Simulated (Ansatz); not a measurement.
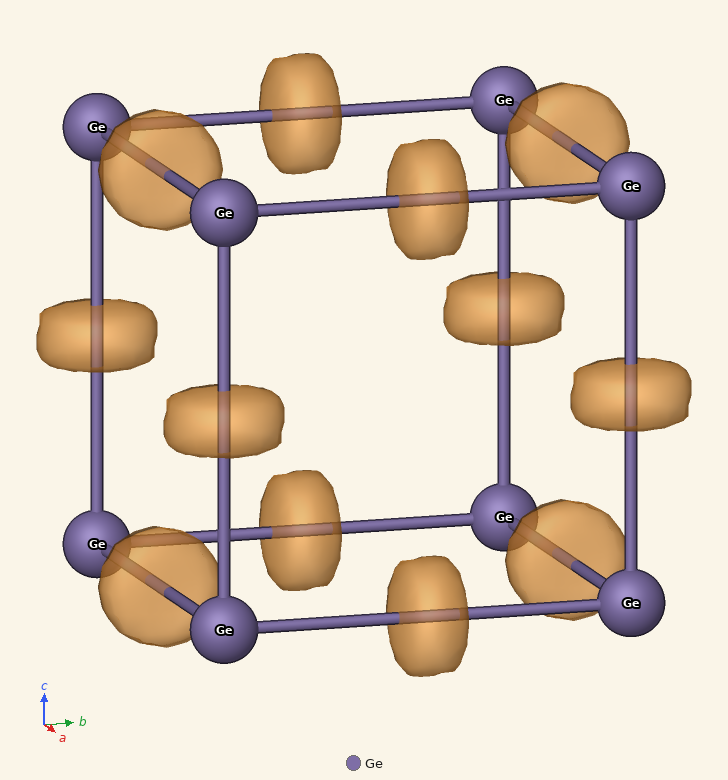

Ge. Isosurface of the electron localisation function at 0.55 (orange), seen slightly off an axis. Core shells and regions of very low density are left out. Sticks mark near contacts.

Space group Pm-3m; a generated structure, not necessarily the stable one.

These are results of Kohn-Sham DFT of a periodic cell, r2SCANh, Ansatz PAW in Ansatz 0.2.0, not measurements.

In a PAW calculation such maps are meaningful between the atoms, not at the nuclei.

```xyz
1
Lattice="2.7105 0.0000 0.0000 0.0000 2.7105 0.0000 0.0000 0.0000 2.7105" Properties=species:S:1:pos:R:3 pbc="T T T"
Ge    0.0000    0.0000    0.0000
```

Question: Where are the electrons localised?

Answer: The surface consists of three regions between bonded Ge–Ge atoms, counted in one cell of 1 atoms. Any copies at cell faces, edges or corners count once. Along the contacts the grid gives the following. Ge–Ge (2.71 Å): the ELF peaks at about 0.60 between the atoms.

Question: Does the calculation make it a metal, or give it a gap?

Answer: It is metallic or semimetallic at this level of theory: no gap opens.
